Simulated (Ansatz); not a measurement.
**MgO: geometry relaxation (part 2 of 2)**

MgO (Fm-3m, 2 atoms in the cell); DFT PBE, scalar-relativistic, plane waves, PAW, no spin polarisation (Ansatz 0.2.0); cutoff 420 eV, 10×10×10 k-mesh, Gaussian smearing of 0.02 eV. The structure derives from a Materials Project entry.

Geometry of the input (Å; fractional positions):
```
0.0000  2.0970  2.0970
2.0970  0.0000  2.0970
2.0970  2.0970  0.0000
Mg 0.0000  0.0000  0.0000
O  0.5000  0.5000  0.5000
```

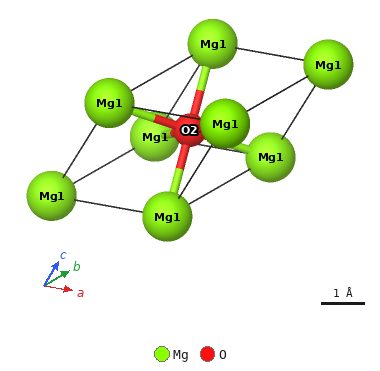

*The geometry at step 3 of the log (ball-and-stick view of the cell of the calculation, seen at an oblique angle; atoms are numbered from 1 in the order of the input).*

### The program's output, continued
```
SCF iter   1: F=—  HF=-2494.138753 eV  |F-HF|=—  |Δ(HF+E_count)|=         —  Δρ=2.17e-4  dr2=7.08e-6  ethr=4.69e-8  ⟨swp⟩=2.4  Hψ=3930  notcnv=0
preconditioner: auto → none  [insulator: Δε(μ)=4.461 eV  Ē_g=18.203 eV  σ=0.020 eV  W_gap=1.00  n_scr=8 (ndim 8)  ℏωp=23.9 eV  f_vac=0.000  D(μ)=0.00/eV (n_scr^D=0)  ε∞_Penn≈2.7]
SCF iter   2: F=—  HF=-2494.138739 eV  |F-HF|=—  |Δ(HF+E_count)|=   1.44e-5  Δρ=7.72e-5  dr2=9.85e-7  ethr=4.43e-8  ⟨swp⟩=2.6  Hψ=746  notcnv=0
iter 3 did not close the SCF: its close was put off for the readings that it lacked (scf_convergence_deferred on its scf_iter line)
SCF iter   3: F=-2494.138739 eV  HF=-2494.138739 eV  |F-HF|=5.51e-9  |Δ(HF+E_count)|=   9.63e-8  Δρ=1.41e-5  dr2=2.73e-8  ethr=6.15e-9  ⟨swp⟩=2.0  Hψ=737  notcnv=0
iter 4 did not close the SCF: its close was put off for the readings that it lacked (scf_convergence_deferred on its scf_iter line)
SCF iter   4: F=-2494.138739 eV  HF=-2494.138739 eV  |F-HF|=1.78e-10  |Δ(HF+E_count)|=   1.02e-8  Δρ=1.32e-6  dr2=3.93e-10  ethr=1.71e-10  ⟨swp⟩=2.0  Hψ=742  notcnv=0
iter 5 did not close the SCF: its close was put off for the readings that it lacked (scf_convergence_deferred on its scf_iter line)
SCF iter   5: F=-2494.138739 eV  HF=-2494.138739 eV  |F-HF|=1.00e-11  |Δ(HF+E_count)|=  8.46e-11  Δρ=4.25e-7  dr2=1.44e-11  ethr=2.45e-12  ⟨swp⟩=2.6  Hψ=874  notcnv=0
SCF iter   6: F=-2494.138739 eV  HF=-2494.138739 eV  |F-HF|=0.00e0  |Δ(HF+E_count)|=  4.55e-12  Δρ=2.58e-8  dr2=4.49e-14  ethr=1.00e-12  ⟨swp⟩=4.0  Hψ=2218  notcnv=0
SCF 6 converged in 6 iterations: F = -2494.138739 eV  dr2 = 4.49e-14
relax step   6: F+E_penalty+E_count = -2494.13873881 eV  Δ(F+E_penalty+E_count) = +1.131e-4 eV  max|allowed force component| = 6.598e-30 eV/Å  Δτ_max = 0.0000 Å  P = +0.017 GPa  Ω = 19.240 Å³  energy of the carried Pulay correction = -1.621e-4 eV  (6 SCF iters, dr2 threshold 2.00e-7 eV, accepted)
iter 1 solved again at ethr=1.26e-7 eV; its pass at ethr=3.10e-3 eV (dr2=2.01e-5 eV) is discarded
SCF iter   1: F=—  HF=-2494.138980 eV  |F-HF|=—  |Δ(HF+E_count)|=         —  Δρ=2.75e-5  dr2=2.31e-8  ethr=1.26e-7  ⟨swp⟩=3.0  Hψ=4856  notcnv=0
preconditioner: auto → none  [insulator: Δε(μ)=4.462 eV  Ē_g=18.204 eV  σ=0.020 eV  W_gap=1.00  n_scr=8 (ndim 8)  ℏωp=23.9 eV  f_vac=0.000  D(μ)=0.00/eV (n_scr^D=0)  ε∞_Penn≈2.7]
SCF iter   2: F=—  HF=-2494.138969 eV  |F-HF|=—  |Δ(HF+E_count)|=   1.08e-5  Δρ=1.19e-5  dr2=3.46e-9  ethr=1.44e-10  ⟨swp⟩=2.0  Hψ=939  notcnv=0
SCF iter   3: F=—  HF=-2494.138969 eV  |F-HF|=—  |Δ(HF+E_count)|=   8.79e-9  Δρ=2.76e-6  dr2=1.78e-10  ethr=2.17e-11  ⟨swp⟩=2.0  Hψ=752  notcnv=0
iter 4 did not close the SCF: its close was put off for the readings that it lacked (scf_convergence_deferred on its scf_iter line)
SCF iter   4: F=-2494.138969 eV  HF=-2494.138969 eV  |F-HF|=5.00e-12  |Δ(HF+E_count)|=  5.98e-10  Δρ=1.89e-7  dr2=1.47e-12  ethr=1.11e-12  ⟨swp⟩=2.0  Hψ=752  notcnv=0
iter 5 did not close the SCF: its close was put off for the readings that it lacked (scf_convergence_deferred on its scf_iter line)
SCF iter   5: F=-2494.138969 eV  HF=-2494.138969 eV  |F-HF|=4.55e-13  |Δ(HF+E_count)|=  5.46e-12  Δρ=4.91e-8  dr2=1.72e-13  ethr=1.00e-12  ⟨swp⟩=1.0  Hψ=564  notcnv=0
iter 6 did not close the SCF: its close was put off for the readings that it lacked (scf_convergence_deferred on its scf_iter line)
SCF iter   6: F=-2494.138969 eV  HF=-2494.138969 eV  |F-HF|=0.00e0  |Δ(HF+E_count)|=  4.55e-13  Δρ=1.56e-9  dr2=2.22e-16  ethr=1.00e-12  ⟨swp⟩=1.0  Hψ=564  notcnv=0
iter 7 did not close the SCF: its close was put off for the readings that it lacked (scf_convergence_deferred on its scf_iter line)
SCF iter   7: F=-2494.138969 eV  HF=-2494.138969 eV  |F-HF|=9.09e-13  |Δ(HF+E_count)|=  4.55e-13  Δρ=2.55e-10  dr2=3.61e-18  ethr=1.00e-12  ⟨swp⟩=1.0  Hψ=564  notcnv=0
SCF iter   8: F=-2494.138969 eV  HF=-2494.138969 eV  |F-HF|=4.55e-13  |Δ(HF+E_count)|=    0.00e0  Δρ=5.40e-11  dr2=3.80e-19  ethr=1.00e-12  ⟨swp⟩=1.9  Hψ=1360  notcnv=0
SCF 7 converged in 8 iterations: F = -2494.138969 eV  dr2 = 3.80e-19
relax step   7: F+E_penalty+E_count = -2494.13896890 eV  Δ(F+E_penalty+E_count) = -2.301e-4 eV  max|allowed force component| = 5.555e-30 eV/Å  Δτ_max = 0.0000 Å  P = +0.025 GPa  Ω = 19.240 Å³  stress off target by 2.53e-2 GPa  SCF on the basis re-selected at this cell (its energy is not comparable with the rows above)  (8 SCF iters)
```

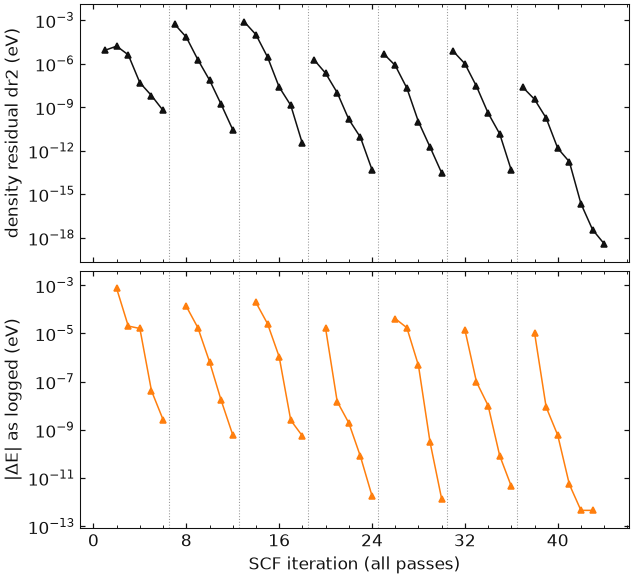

*Convergence of the self-consistent field: density residual dr2 and size of the energy change against the SCF iteration. The dotted lines part the SCF passes of the relaxation: geometry steps, rejected trials and re-solves on a re-selected basis.*

The 7 passes take 6 to 8 iterations each, 44 in all.

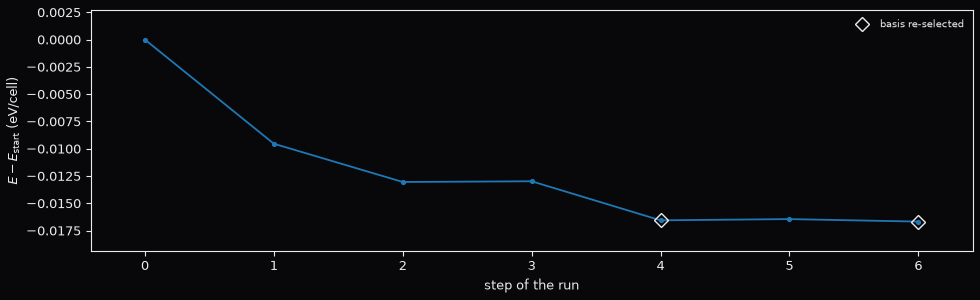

*Progress of the relaxation, step by step (the first geometry is step 0 here and step 1 in the log).*

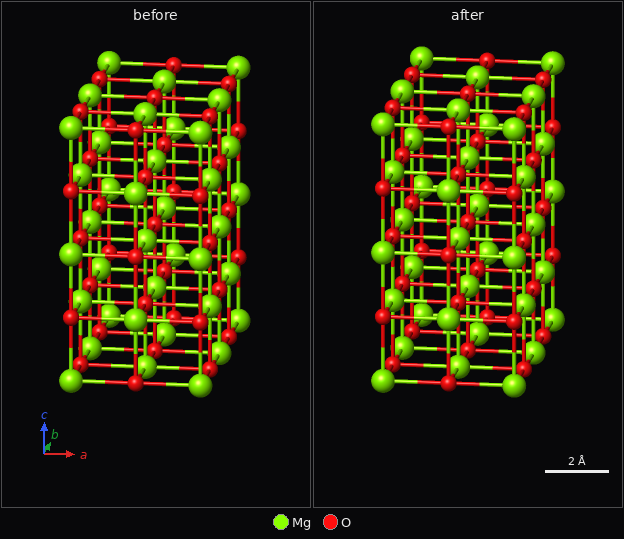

*Before (left) and after (right) the relaxation, at one scale (ball-and-stick view of the cell 4 times as large as that of the calculation, set on its symmetry axes, repeated 1 × 2 × 2, seen at an oblique angle).*

The atoms keep their places relative to the cell (all moves are under 0.005 Å). The volume changes by +4.3 %, with a = b = c 4.194 → 4.254 Å (+1.4 %). Distances before and after: Mg1–O2 2.097 → 2.127 Å. The space group stays Fm-3m (No. 225). After 4 geometry steps the energy has fallen by 16.4 meV per cell of the calculation. All forces vanish by symmetry, so only the cell relaxes. The pressure goes from 6.91 to 0.03 GPa. The basis was re-selected once at an unchanged geometry, which shifts the energy a little without any move. The energy change given includes the shifts at the re-selections in mid-walk, which come without any move. A last SCF at the same geometry on a re-selected plane-wave basis shifts the energy by −0.2 meV per cell of the calculation. (Atoms are counted from 1 in the order of the input.)

```
basis re-selected at this cell: Δ(F+E_penalty+E_count) = -2.301e-4 eV, ΔP = +0.008 GPa vs the last step (what re-selecting the basis moved, of the pressure what is left beyond the Pulay correction that the steps carried, after the strain that the cell walked since its last selection, with what the two solves' SCF thresholds leave and, on support functions, any second-order correction that the steps lacked; it is no measure of the basis error at this ecutwfc). This SCF's stress stands 2.53e-2 GPa from its target on what of the cell is left free (relax.cell.stress_tol is 5.00e-2 GPa) and its largest allowed force component is 5.55e-30 eV/Å (relax.f_tol is 5.00e-3 eV/Å): within both
SCF converged after 8 iterations
Free energy (F): -2494.138969 eV
Harris-Foulkes:  -2494.138969 eV  (|F-HF|=4.55e-13)
Internal energy: -2494.138969 eV  (E = F + TS)
E sigma→0 (E₀):  -2494.138969 eV
Fermi energy:    10.006632 eV
--- Per-component energies (eV) ---
  E_band       = -298.628652
  E_kinetic    = 255.007510
  E_local      = -1620.899794  (includes V_loc(G=0)·N_el)
  E_nonlocal   = 142.755894
  E_hartree    = 560.941541
  E_xc         = -105.024079
  E_vxc        = -134.567981  (∫ρ·V_xc dr)
  E_paw        = -450.143865  (= ΣΔE_a)
  E_vpaw       = -62.809833  (= ΣTr[D̂ρ^β])
  E_aug_tail   = 0.002471  (compensation charges beyond the density's cutoff)
  E_ewald      = -1276.778647
  E_smearing   = -0.000000  (= −TS)
  E_closure    = 0.000000  (closes the sum)
  Σ components = -2494.138969   (vs F -2494.138969, Δ=0.00e0)
--- Forces (eV/Å), atoms counted from 1 ---
  atom   1  Mg    -0.00000000    -0.00000000    -0.00000000
  atom   2  O      0.00000000    -0.00000000    -0.00000000
  max |Σ_I F_I| component: 1.20e-29 eV/Å
--- Stress (GPa, compression-positive) ---
        0.025302      -0.000000      -0.000000
       -0.000000       0.025302      -0.000000
       -0.000000      -0.000000       0.025302
  P = ⅓ Tr σ = 0.0253 GPa (0.253 kbar)
--- Band table (eV; the first three rows and the last of 47) ---
  k-point 0: bands = ["-64.6263", "-31.3508", "-31.3508", "-31.3508", "-9.3303", "7.7755", "7.7755", "7.7755", "12.2376", "23.4267", "23.4267", "23.4267"]
  k-point 1: bands = ["-64.6256", "-31.3581", "-31.3515", "-31.3515", "-9.2270", "7.1301", "7.7110", "7.7110", "12.8682", "22.1804", "23.6544", "23.6544"]
  k-point 2: bands = ["-64.6237", "-31.3774", "-31.3535", "-31.3535", "-8.9436", "5.8420", "7.5492", "7.5492", "14.0669", "20.6588", "24.1015", "24.1015"]
  k-point 46: bands = ["-64.6164", "-31.4021", "-31.3900", "-31.3780", "-7.8230", "4.5627", "5.3429", "6.1004", "18.6409", "19.2870", "19.7345", "23.3293"]
--- Relaxed structure (5 steps of the walk, 5 accepted, 2 SCFs on fresh bases) ---
  F+E_penalty+E_count = -2494.13896890 eV   max|allowed force component| = 5.555e-30 eV/Å   (the final SCF, on the basis selected at the relaxed cell)
  cell:  # Å, volume = 19.2401 Å³
    - [8.407363854277724e-34, 2.1267948278081343, 2.1267948278081343]
    - [2.1267948278081343, 5.5412170857739545e-34, 2.1267948278081343]
    - [2.1267948278081343, 2.1267948278081343, 1.1783047826071053e-33]
  atoms:
    - { symbol: Mg, position: [-4.424684116516337e-36, 4.903028345322224e-36, 3.9463398876799965e-36] }
    - { symbol: O, position: [0.5, 0.5, 0.5] }
```

### Trajectory as extended XYZ (Å, eV, eV/Å), 7 frames, from step=1 to step=7
```
2
Lattice="0.0000 2.0970 2.0970 2.0970 0.0000 2.0970 2.0970 2.0970 0.0000" Properties=species:S:1:pos:R:3:forces:R:3 step=1 energy=-2494.12230 pressure_GPa=6.91
Mg    0.0000    0.0000    0.0000    0.0000   0.0000   0.0000
O     2.0970    2.0970    2.0970    0.0000   0.0000   0.0000
2
Lattice="0.0000 2.1092 2.1092 2.1092 0.0000 2.1092 2.1092 2.1092 0.0000" Properties=species:S:1:pos:R:3:forces:R:3 step=2 energy=-2494.13183 pressure_GPa=3.80
Mg    0.0000    0.0000    0.0000    0.0000   0.0000   0.0000
O     2.1092    2.1092    2.1092    0.0000   0.0000   0.0000
2
Lattice="0.0000 2.1245 2.1245 2.1245 0.0000 2.1245 2.1245 2.1245 0.0000" Properties=species:S:1:pos:R:3:forces:R:3 step=3 energy=-2494.13534 pressure_GPa=0.18
Mg    0.0000    0.0000    0.0000    0.0000   0.0000   0.0000
O     2.1245    2.1245    2.1245    0.0000   0.0000   0.0000
2
Lattice="0.0000 2.1252 2.1252 2.1252 0.0000 2.1252 2.1252 2.1252 0.0000" Properties=species:S:1:pos:R:3:forces:R:3 step=4 energy=-2494.13528 pressure_GPa=0.01
Mg    0.0000    0.0000    0.0000    0.0000   0.0000   0.0000
O     2.1252    2.1252    2.1252    0.0000   0.0000   0.0000
2
Lattice="0.0000 2.1252 2.1252 2.1252 0.0000 2.1252 2.1252 2.1252 0.0000" Properties=species:S:1:pos:R:3:forces:R:3 step=5 energy=-2494.13885 pressure_GPa=0.35
Mg    0.0000    0.0000    0.0000    0.0000   0.0000   0.0000
O     2.1252    2.1252    2.1252    0.0000   0.0000   0.0000
2
Lattice="0.0000 2.1268 2.1268 2.1268 0.0000 2.1268 2.1268 2.1268 0.0000" Properties=species:S:1:pos:R:3:forces:R:3 step=6 energy=-2494.13874 pressure_GPa=0.02
Mg    0.0000    0.0000    0.0000    0.0000   0.0000   0.0000
O     2.1268    2.1268    2.1268    0.0000   0.0000   0.0000
2
Lattice="0.0000 2.1268 2.1268 2.1268 0.0000 2.1268 2.1268 2.1268 0.0000" Properties=species:S:1:pos:R:3:forces:R:3 step=7 energy=-2494.13897 pressure_GPa=0.03
Mg    0.0000    0.0000    0.0000    0.0000   0.0000   0.0000
O     2.1268    2.1268    2.1268    0.0000   0.0000   0.0000
```

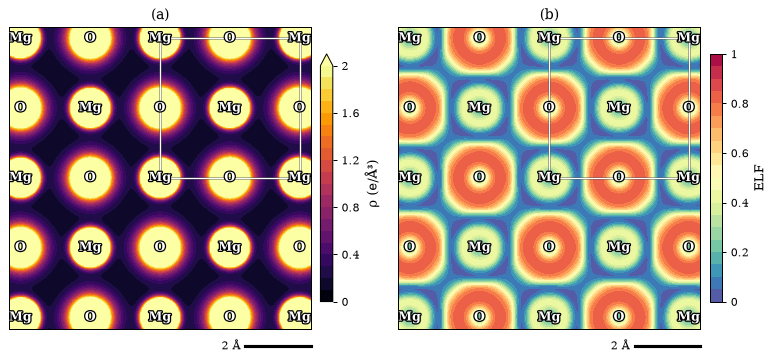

*(a) valence electron density; (b) electron localisation function on the (100) plane of the conventional cell.*

The section cuts through Mg and O sites. Away from the nuclei the density in this plane falls to 0.11 e/Å³ at its lowest. Core electrons are frozen (PAW), so the fields are smoothed inside the atomic spheres.

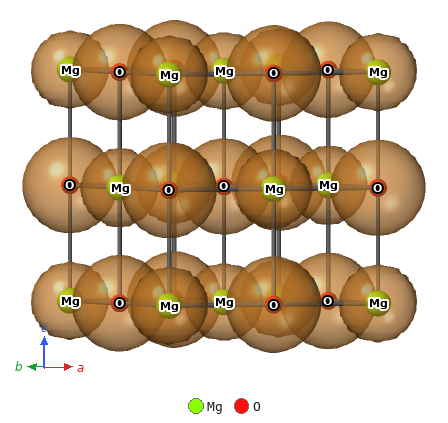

*Isosurface of the valence charge density (pseudo) at 0.6 e/Å³ (orange), seen at an oblique angle. Sticks mark near contacts. The outline is the cell set on symmetry axes.*

At this value the density breaks into separate islands; it holds about 80 % of the electrons treated as valence (semicore included). It is pinched off along the Mg–O (2.13 Å) contacts. On the grid the lowest density along these lines, outside the cores, is 0.27 e/Å³ (Mg–O, 2.13 Å).
